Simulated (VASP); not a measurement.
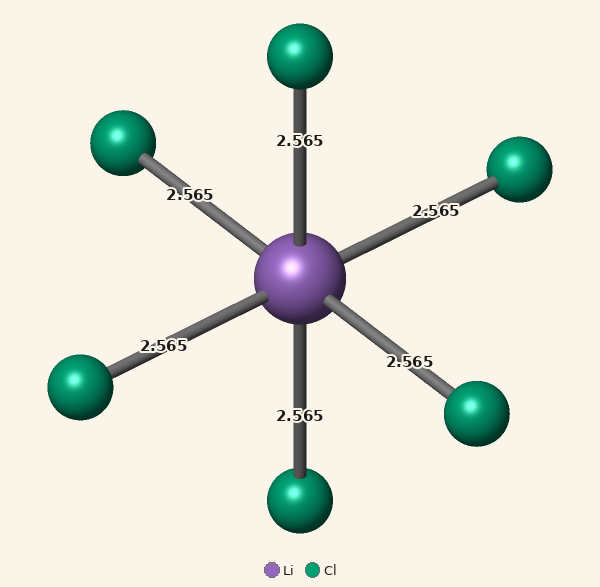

The surroundings of site Li1 (at 0.000, 0.000, 0.000) in LiCl in space group Fm-3m, with bond lengths in Å.

The cell is taken from an entry of the Crystallography Open Database, as set up for an electronic-structure calculation.

```yaml
crystal:
  lattice:
    - [5.12954, 0.00000, 0.00000]
    - [0.00000, 5.12954, 0.00000]
    - [0.00000, 0.00000, 5.12954]
  atoms:
    - { symbol: Cl, position: [0.50000, 0.00000, 0.00000] }
    - { symbol: Li, position: [0.00000, 0.00000, 0.00000] }
    - { symbol: Cl, position: [0.50000, 0.50000, 0.50000] }
    - { symbol: Li, position: [0.00000, 0.50000, 0.50000] }
    - { symbol: Cl, position: [0.00000, 0.00000, 0.50000] }
    - { symbol: Li, position: [0.50000, 0.00000, 0.50000] }
    - { symbol: Cl, position: [0.00000, 0.50000, 0.00000] }
    - { symbol: Li, position: [0.50000, 0.50000, 0.00000] }
```

Bond valence s = exp((R0 − d)/b), R0 fitted to published crystal structures with b = 0.37 Å; R0 in Å: Li+–Cl 1.904.

Calculate the bond-valence sum of Li1 from the bonds drawn.

Answer. 6 × 0.168 = 1.01 v.u., against a formal valence of 1: a close match.

And over the whole structure?

Answer.
```
site              x, y, z  formal valence  bond-valence sum  difference
 Cl1  0.500, 0.000, 0.000              −1              1.01        0.01
 Li1  0.000, 0.000, 0.000              +1              1.01        0.01
```

These sums include all anions within 5 Å. The global instability index (root mean square of the differences over all atoms) is 0.01 v.u.: little strain. The cell was not relaxed for this table, and a volume that is off by a few per cent shifts all sums together.
